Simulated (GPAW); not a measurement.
# Screening of a field by honeycomb PAs monolayer, part 2 of 2

Wanted: the out-of-plane polarisability of honeycomb PAs monolayer.

GPAW 26.7.0; GPAW, PAW setups; layer in a repeated cell with vacuum, relaxation of atoms and in-plane cell (the session's first sound run).

So far. Step 5 (In a field): The dipole is now -0.0505 e Å, against -0.028 in the run without a field. Step 8 (Field on): The dipole is now -0.00614 e Å, against -0.028 in the run without a field.

**9. In a field (continued)**

Level of this step: GPAW, PAW setups; slab in vacuum (GPAW).

The electrostatic potential energy of an electron (without an applied field's), less the Fermi level, planar mean by z:

| z (Å) | electrostatic potential energy of an electron (without an applied field's), less the Fermi level, planar mean (eV) |
| --- | --- |
| 0 | 4.92 |
| 1 | 5.06 |
| 2 | 5.06 |
| 3 | 5.06 |
| 4 | 5.06 |
| 5 | 5.04 |
| 6 | 4.85 |
| 7 | 2.05 |
| 8 | -15.8 |
| 9 | -10.7 |
| 10 | -1.11 |
| 11 | 4.44 |
| 12 | 4.76 |
| 13 | 4.78 |
| 14 | 4.78 |
| 15 | 4.78 |
| 16 | 4.78 |
| 17 | 4.80 |

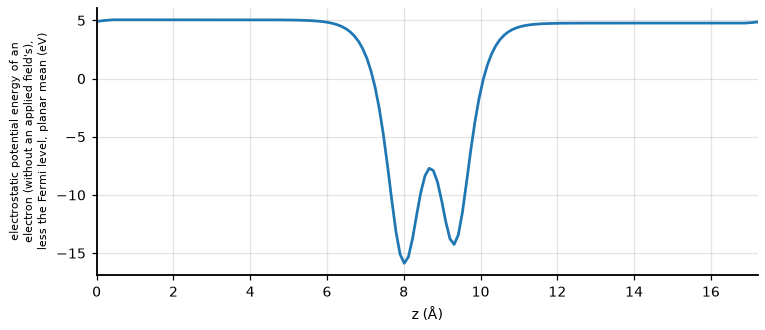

Electrostatic potential energy of an electron (without an applied field's), less the Fermi level, planar mean against z.

The dipole is now 0.0161 e Å, against -0.028 in the run without a field.

**10. In a field**

run.py

```python
import json
import numpy as np
from ase import Atoms
from gpaw import GPAW, PW
from gpaw.external import ConstantElectricField

slab = Atoms(
    ['As', 'P'],
    positions=[
        [1.72905, 0.99826, 8.00000],
        [0.00000, 1.99653, 9.32325]],
    cell=[[3.4581, 0.0, 0.0], [-1.72905, 2.9948, 0.0], [0.0, 0.0, 17.3232]],
    pbc=[True, True, False])

slab.calc = GPAW(mode=PW(400), xc='PBE', kpts={'size': (9, 9, 1), 'gamma': True},
                 occupations={'name': 'fermi-dirac', 'width': 0.05}, nbands='160%',
                 convergence={'density': 1e-05}, maxiter=200,
                 poissonsolver={'dipolelayer': 'xy'},
                 external=ConstantElectricField(0.3, [0, 0, 1]),
                 symmetry={'tolerance': 1e-3}, txt='slab.txt')
result = {}
energy = slab.get_potential_energy()
fermi = slab.calc.get_fermi_level()
v = slab.calc.get_electrostatic_potential().mean((0, 1)) - fermi
n = slab.calc.get_pseudo_density().mean((0, 1))
L = slab.cell[2, 2]
z = np.arange(len(v)) * L / len(v)
low, high = slab.positions[:, 2].min(), slab.positions[:, 2].max()
below, above = np.interp([low - 5.8, high + 5.8], z, v)
slopes = [np.interp(x, z, np.gradient(v, z)) for x in (low - 5.8, high + 5.8)]
eps = np.array([[slab.calc.get_eigenvalues(k, s) for k in range(len(slab.calc.get_ibz_k_points()))]
                for s in range(slab.calc.get_number_of_spins())]) - fermi
top, bottom = eps[eps < 0].max(), eps[eps > 0].min()
dipole = slab.get_dipole_moment()[2]
print(f'energy {energy:.4f} eV, Fermi level {fermi:.4f} eV, dipole {dipole:.5f} e A')
print(f'potential 5.8 A off the faces, from the Fermi level: lower {below:.4f} eV, upper {above:.4f} eV')
print(f'slope of the potential there: lower {slopes[0]:.5f}, upper {slopes[1]:.5f} eV/A')
print(f'nearest levels on the mesh: {top:.4f} and {bottom:.4f} eV')
print('magnetic moment', round(slab.get_magnetic_moment(), 3))
result.update(energy=energy, fermi=fermi, dipole=dipole, below=below, above=above, slopes=slopes, edges=[top, bottom],
              z=z.tolist(), v=v.tolist(), n=n.tolist(), positions=slab.positions.tolist(),
              forces=slab.get_forces(apply_constraint=False).tolist(), moments=slab.get_magnetic_moments().tolist())
json.dump(result, open('result.json', 'w'))
```

Run with:

```sh
OMP_NUM_THREADS=1 OPENBLAS_NUM_THREADS=1 python run.py
```

The log of the run:

```text
energy -9.8956 eV, Fermi level -2.3450 eV, dipole 0.03838 e A
potential 5.8 A off the faces, from the Fermi level: lower 5.2688 eV, upper 4.5982 eV
slope of the potential there: lower -0.00005, upper -0.00001 eV/A
nearest levels on the mesh: -0.8917 and 0.9406 eV
magnetic moment 0.0
```

Elapsed: 13 s, on 1 thread of Arm Neoverse V2, shared host; peak memory 0.19 GiB.

The electrostatic potential energy of an electron (without an applied field's), less the Fermi level, planar mean by z:

| z (Å) | electrostatic potential energy of an electron (without an applied field's), less the Fermi level, planar mean (eV) |
| --- | --- |
| 0 | 4.93 |
| 2 | 5.27 |
| 4 | 5.27 |
| 6 | 5.05 |
| 8 | -15.7 |
| 10 | -1.23 |
| 12 | 4.58 |
| 14 | 4.60 |
| 16 | 4.60 |

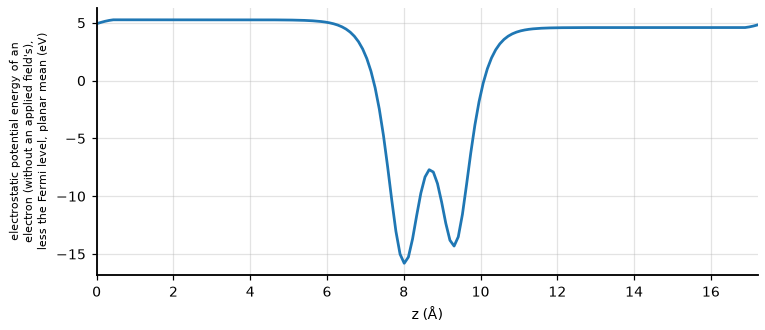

Electrostatic potential energy of an electron (without an applied field's), less the Fermi level, planar mean against z.

The dipole is now 0.0384 e Å, against -0.028 in the run without a field.

**11. The series**

The members are put on one axis.

This step: induced dipole against applied field (GPAW 26.7.0).

Dipole along the normal against field:

```csv
field (V/Å),dipole along the normal (e·Å)
-0.200,-0.0726
-0.100,-0.0505
-0.050,-0.0394
0.000,-0.0283
0.050,-0.0172
0.100,-0.00614
0.200,0.0161
0.300,0.0384
```

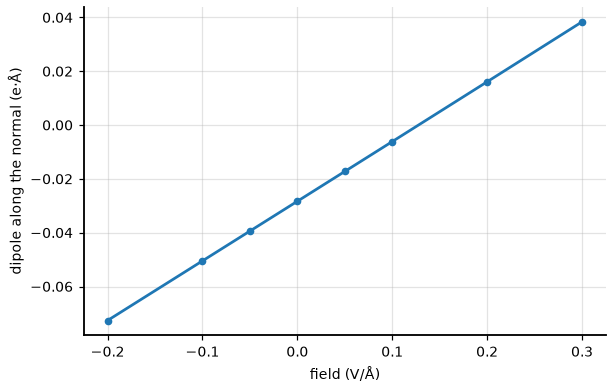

Dipole along the normal, plotted against field.

**12. What came out**

- work function, upper and lower face (Fermi level placed in the gap by the smearing): 5.147 and 4.652 eV
- ionisation energy from the upper face (highest filled level on the mesh): 6.05 eV
- electron affinity from the upper face (lowest empty Kohn-Sham level on the mesh): 4.21 eV
- dipole along the normal: -0.0283 e Å
- induced dipole per field: 0.222 e Å per V/Å
- out-of-plane polarisability per area, α/(ε0 A): 3.88 Å

In words: The field induces 0.222 e Å per V/Å, a polarisable thickness α/(ε0 A) of 3.88 Å beside 1.32 Å between the outermost nuclei. A perfect conductor would give the distance between its two image planes; a dielectric of thickness t gives t(1 - 1/ε). The two faces differ by 0.49 eV, the step that the slab's dipole makes (e p/(ε0 A) gives 0.49 eV), so the dipole layer is needed. The levels nearest the Fermi level on the mesh lie 1.84 eV apart, so the slab is gapped there: the smearing puts the Fermi level inside the gap, and from either face the ionisation energy is the work function plus 0.90 eV. Both are Kohn-Sham levels on the mesh, and semilocal gaps are too small, so the affinity tends to come out too large and the ionisation energy too small. The induced dipole is linear in the field over this range. The relaxation of atoms and cell ran in a fully periodic cell without the dipole layer, so the atoms of this polar layer felt a small spurious field. The layer's cell and atoms come from the relaxation; spin-orbit coupling and temperature are left out.

[Logs are printed without paths, hosts, clocks, repeated set-up lines and the standing remarks that a program may print on its own settings, such as how far it seeks lower states.]

[Hosts, paths, dates, database ids (printed as entryN), source tags and the programs' standing remarks are cut or masked in the printed files.]
